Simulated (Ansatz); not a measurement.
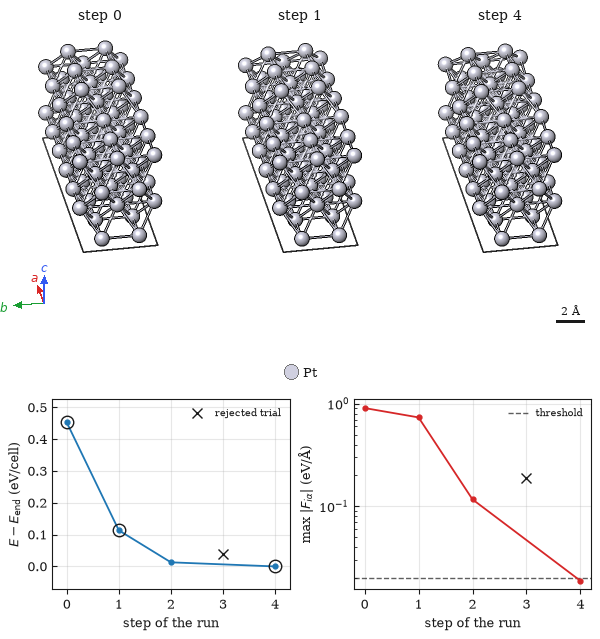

Frames of a constrained relaxation of a slab of composition Pt (cut from the Fm-3m phase), marked on the history of the run. The picture is a ball-and-stick view of the 1 × 2 repeat of the cell, outlined in the plane, without the vacuum (origin shifted), seen from a free direction.

Case: stripe over 3 of 6 cells, two steps. 12 atoms are held fixed.

Theory: DFT PBEsol, scalar-relativistic, plane waves, PAW (Ansatz 0.2.0).

Input
```yaml
crystal:
  lattice:
    - [16.6230058563, 0.0, 0.0]
    - [0.0, 2.7705009761, 0.0]
    - [0.0, 0.0, 19.8361601098]
  atoms:
    - { symbol: Pt, position: [0.0, 0.0, 0.0756194743] }
    - { symbol: Pt, position: [0.0833333333, 0.5, 0.1743805257] }
    - { symbol: Pt, position: [0.1666666667, 1.0, 0.0756194743] }
    - { symbol: Pt, position: [0.25, 0.5, 0.1743805257] }
    - { symbol: Pt, position: [0.3333333333, 1.0, 0.0756194743] }
    - { symbol: Pt, position: [0.4166666667, 0.5, 0.1743805257] }
    - { symbol: Pt, position: [0.5, 0.0, 0.0756194743] }
    - { symbol: Pt, position: [0.5833333333, 0.5, 0.1743805257] }
    - { symbol: Pt, position: [0.6666666667, 1.0, 0.0756194743] }
    - { symbol: Pt, position: [0.75, 0.5, 0.1743805257] }
    - { symbol: Pt, position: [0.8333333333, 1.0, 0.0756194743] }
    - { symbol: Pt, position: [0.9166666667, 0.5, 0.1743805257] }
    - { symbol: Pt, position: [0.0, 0.0, 0.273141577] }
    - { symbol: Pt, position: [0.0833333333, 0.5, 0.3719026284] }
    - { symbol: Pt, position: [0.1666666667, 1.0, 0.273141577] }
    - { symbol: Pt, position: [0.25, 0.5, 0.3719026284] }
    - { symbol: Pt, position: [0.3333333333, 1.0, 0.273141577] }
    - { symbol: Pt, position: [0.4166666667, 0.5, 0.3719026284] }
    - { symbol: Pt, position: [0.5, 0.0, 0.273141577] }
    - { symbol: Pt, position: [0.5833333333, 0.5, 0.3719026284] }
    - { symbol: Pt, position: [0.6666666667, 1.0, 0.273141577] }
    - { symbol: Pt, position: [0.75, 0.5, 0.3719026284] }
    - { symbol: Pt, position: [0.8333333333, 1.0, 0.273141577] }
    - { symbol: Pt, position: [0.9166666667, 0.5, 0.3719026284] }
    - { symbol: Pt, position: [0.0, 0.0, 0.4706636798] }
    - { symbol: Pt, position: [0.1666666667, 1.0, 0.4706636798] }
    - { symbol: Pt, position: [0.3333333333, 1.0, 0.4706636798] }
basis:
  ecutwfc: 420
kpoints:
  mp_grid: { grid: [2, 12, 1] }
hamiltonian:
  xc: pbesol
scf:
  occupations: { method: gaussian, width: 0.1 }
output:
  forces: true
  eigenvalues: true
  populations: true
  write_density: true
  write_potential: true
  elf: true
  volumetric_format: npy
relax:
  adjacent_minimum: "off"
  f_tol: 0.02
  max_steps: 45
  constraints: [{ sites: [0, 1, 2, 3, 4, 5, 6, 7, 8, 9, 10, 11] }]
efield:
  axis: 3
  dipole_correction: true
  ramp_width: 0.04
```

Launched with:
```bash
ansatz run input.yaml --threads 4 --pin off --max-ram 11264MiB --backend cpu --events-out ev --progress --plain --runs-dir out
```

Question: What happens along the run?

Answer: The largest moves, 0.24 Å, are those of Pt25 and Pt27. Pt27 goes at 18° to the normal (−c side). The cell doesn't change. Among the contacts that change: Pt14–Pt24 2.771 → 2.928 Å, Pt13–Pt24 2.771 → 2.910 Å, Pt20–Pt22 2.771 → 2.650 Å, Pt18–Pt20 2.771 → 2.665 Å. After 3 accepted moves (4 points after the start) the energy has fallen by 0.453 eV per cell of the calculation. Largest force component: 0.91 eV/Å at the start, 0.019 eV/Å at the end. The line search rejected the trial step at point 3 of the run. Cost: 8.2 min on 4 threads of Intel(R) Xeon(R) 6975P-C (Granite Rapids) (shared host), peak memory 5.9 GiB. From step 0 to 1: Pt atoms move most (0.19 Å), energy −0.339 eV per cell of the calculation. From step 1 to 4: Pt26 moves most (0.12 Å), energy −0.113 eV per cell of the calculation.

```json
{"step": "0", "E − E(0), meV/atom": "0.00", "largest force component, eV/Å": "0.9069", "note": ""}
{"step": "1", "E − E(0), meV/atom": "-12.57", "largest force component, eV/Å": "0.7350", "note": ""}
{"step": "2", "E − E(0), meV/atom": "-16.29", "largest force component, eV/Å": "0.1167", "note": ""}
{"step": "3", "E − E(0), meV/atom": "-15.31", "largest force component, eV/Å": "0.1897", "note": "rejected"}
{"step": "4", "E − E(0), meV/atom": "-16.77", "largest force component, eV/Å": "0.0188", "note": ""}
```
